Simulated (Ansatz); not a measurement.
## Electronic structure of Tm in real space

```yaml
crystal:
  lattice:
    - [3.56093, 0.00000, 0.00000]
    - [-1.78046, 3.08385, 0.00000]
    - [0.00000, 0.00000, 5.59139]
  atoms:
    - { symbol: Tm, position: [0.66667, 0.33333, 0.75000] }
    - { symbol: Tm, position: [0.33333, 0.66667, 0.25000] }
```

Space group P6₃/mmc; the SCF solution may not be the lowest one; no Hubbard U on the f states and no spin–orbit coupling; the program warned that a lower state may break the symmetry and an open shell was started evenly filled; spin-polarised.

All numbers below come from Kohn-Sham DFT of a periodic cell, PBEsol, Ansatz PAW in Ansatz 0.2.0.

The density is the valence pseudo-density of a PAW calculation; it isn't the true density close to the nuclei.

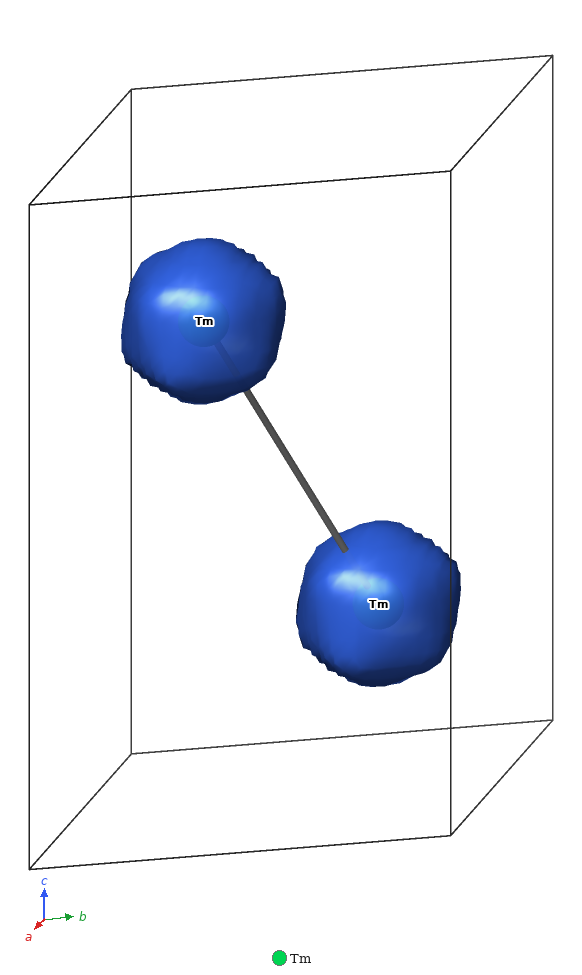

Figure 1. Isosurface of the spin density at +0.15 e/Å³ (blue), seen slightly off an axis. Sticks mark near contacts.

Which atoms carry the moments, and with what signs?

The spin density sits on Tm: +1.2 μB (×2) in one cell of 2 atoms: parallel main moments (a ferromagnetic arrangement) in this solution. The cell of the calculation (2 atoms) carries 2.2 μB of net spin moment.

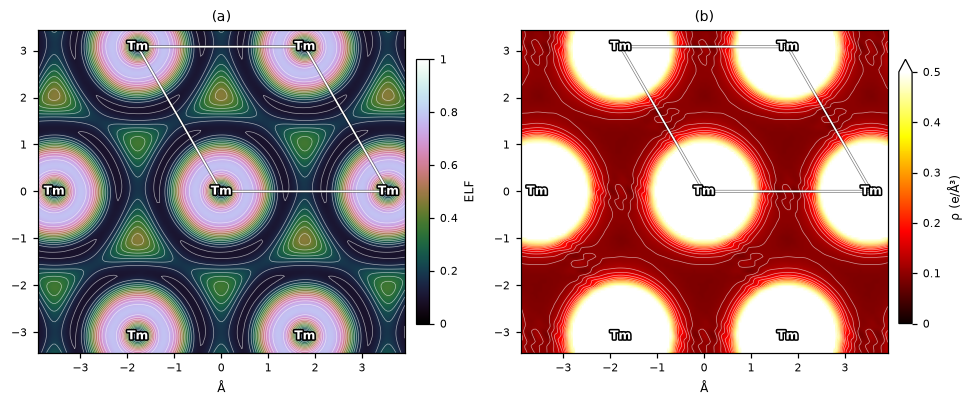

Figure 2. (a) ELF; (b) valence electron density on the (001) plane of the conventional cell.

What do the fields say about this system?

Atoms in the plane: Tm.
Tm–Tm (3.56 Å): ρ at the midpoint is about 0.12 e/Å³; the ELF is about 0.20 at the midpoint: no localised pair shows between them.
Between the atoms the lowest density in this plane is 0.08 e/Å³.
The features right at Tm lie inside the PAW spheres, where the map follows smoothed inner orbitals and isn't to be read closely.
